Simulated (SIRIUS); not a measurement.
## TiB2: 7 runs along one coordinate

System: TiB2 (P6/mmm, 3 atoms in the cell).
Method: Kohn-Sham DFT of a periodic cell, PBEsol, dojo-sr-pbesol-0.4.1-standard, no spin polarisation (SIRIUS 7.10.0).

The 7 runs differ only in the geometry, by an even scaling of the cell at fixed fractional positions. The structure derives from an entry of the Crystallography Open Database.

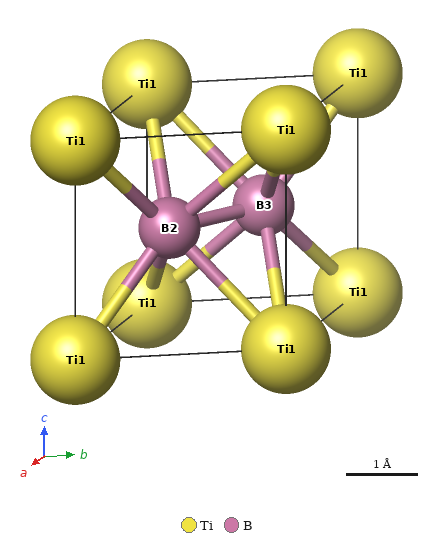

Figure 1. The structure of run 4 (ball-and-stick view of the cell of the calculation, seen slightly off an axis; atoms are numbered from 1 in the order of the input). An atom can appear more than once, as a periodic image.

## Input of run 4
```
{
  "control": {
    "processing_unit": "cpu",
    "verbosity": 2,
    "num_bands_to_print": 16,
    "print_forces": true,
    "print_stress": true
  },
  "parameters": {
    "electronic_structure_method": "pseudopotential",
    "xc_functionals": ["XC_GGA_X_PBE_SOL", "XC_GGA_C_PBE_SOL"],
    "gk_cutoff": 9.2,
    "pw_cutoff": 18.4,
    "ngridk": [10, 10, 8],
    "shiftk": [0, 0, 0],
    "smearing": "fermi_dirac",
    "smearing_width": 0.0018374661,
    "num_bands": 16,
    "num_mag_dims": 0,
    "num_dft_iter": 100,
    "energy_tol": 1e-08,
    "density_tol": 1e-06
  },
  "iterative_solver": {
    "type": "davidson",
    "min_tolerance": 1e-09,
    "tolerance_scale": [0.1, 0.25]
  },
  "mixer": {
    "type": "anderson",
    "beta": 0.7,
    "max_history": 8
  },
  "settings": {
    "tol_ne": 1e-10,
    "pseudo_grid_cutoff": 6.5
  },
  "unit_cell": {
    "lattice_vectors": [
      [5.724358376716, 0.0, 0.0],
      [-2.862179188358, 4.95743977452, 0.0],
      [0.0, 0.0, 6.100791820742]
    ],
    "atom_coordinate_units": "lattice",
    "atom_types": ["Ti", "B"],
    "atom_files": {
      "B": "B.json",
      "Ti": "Ti.json"
    },
    "atoms": {
      "Ti": [
        [0.0, 0.0, 0.0]
      ],
      "B": [
        [0.6666666667, 0.3333333333, 0.5],
        [0.3333333333, 0.6666666667, 0.5]
      ]
    }
  }
}
```

Command:
```bash
upf_to_json B.upf
upf_to_json Ti.upf
OMP_NUM_THREADS=1 sirius.scf --input=sirius.json --output=out.json --task=0
```

Lattice vectors (Å) and fractional positions of run 4:
```
   3.029200    0.000000    0.000000
  -1.514600    2.623364    0.000000
   0.000000    0.000000    3.228400
Ti  0.000000  0.000000  0.000000
B   0.666667  0.333333  0.500000
B   0.333333  0.666667  0.500000
```

Run 2 differs from it as follows:
```diff
-      [5.724358376716, 0.0, 0.0],
-      [-2.862179188358, 4.95743977452, 0.0],
-      [0.0, 0.0, 6.100791820742]
+      [5.646992698534, 0.0, 0.0],
+      [-2.823496349267, 4.890439131882, 0.0],
+      [0.0, 0.0, 6.018338580502]
```

## Results, with one run withheld

| run | volume per atom (Å³) | free energy per atom, from the lowest run given (meV) | pressure (GPa) |
| --- | --- | --- | --- |
| 1 | 8.039 | 13.70 | 12.67 |
| 2 | 8.210 | ? | ? |
| 3 | 8.381 | 0.00 | 0.54 |
| 4 | 8.552 | 2.24 | −4.68 |
| 5 | 8.723 | 9.79 | −9.41 |
| 6 | 8.894 | 22.15 | −13.70 |
| 7 | 9.065 | 38.87 | −17.59 |

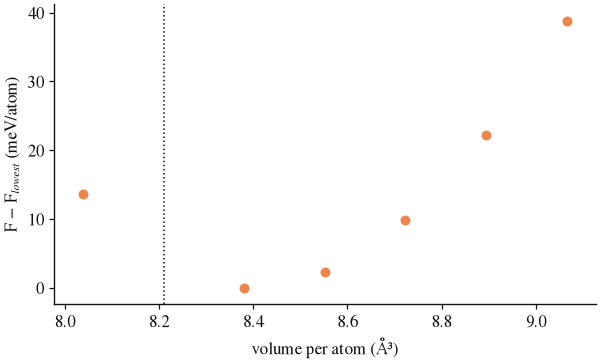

Figure 2. Free energy per atom of the runs given; the dotted line marks run 2.

Estimate the energy of run 2 from the others.

A cubic polynomial in V^(−2/3) (the Birch–Murnaghan form), fitted to the 6 runs given, misses them by under 0.01 meV per atom. With x = V^(−2/3) − 0.23827 Å⁻², it reads F = 3.7703 − 2022.4 x + 2.6934e+05 x² − 81551 x³ (meV per atom). At run 2 it gives 3.62 meV per atom, and the run itself gives 3.62. The slope of the fit gives a pressure −dF/dV of 6.32 GPa there, and the run prints 6.31 GPa. The fit has its minimum at 8.398 Å³ per atom, where V d²F/dV² gives 267 GPa. Cell shape and fractional positions are held, so this is the stiffness under even scaling; the relaxed bulk modulus wasn't computed.

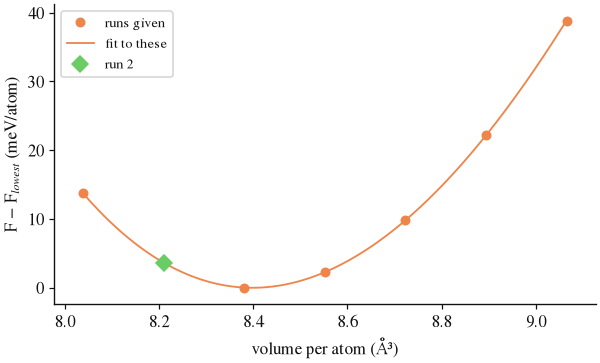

Figure 3. The fit and the withheld run.

## Some lines of the output (run 2)
```
[...]
[find] Efermi                         :       0.57686756
[find] Total energy                   :     -65.29776024 (Ha),    -130.59552048 (Ry)
[find] Free energy (E-TS)             :     -65.29798722 (Ha),    -130.59597443 (Ry)
[find] Efermi                         :       0.57687383
[find] Total energy                   :     -65.29776029 (Ha),    -130.59552058 (Ry)
[find] Free energy (E-TS)             :     -65.29798728 (Ha),    -130.59597456 (Ry)
[find] Efermi                         :       0.57690472
[find] Total energy                   :     -65.29776031 (Ha),    -130.59552062 (Ry)
[find] Free energy (E-TS)             :     -65.29798730 (Ha),    -130.59597460 (Ry)
[find] Efermi                         :       0.57688670
[find] Free energy (E-TS)             :     -65.29798731 (Ha),    -130.59597461 (Ry)
[find] Efermi                         :       0.57688361
[find] Total energy                   :     -65.29776031 (Ha),    -130.59552063 (Ry)
[find] Efermi                         :       0.57688532
```
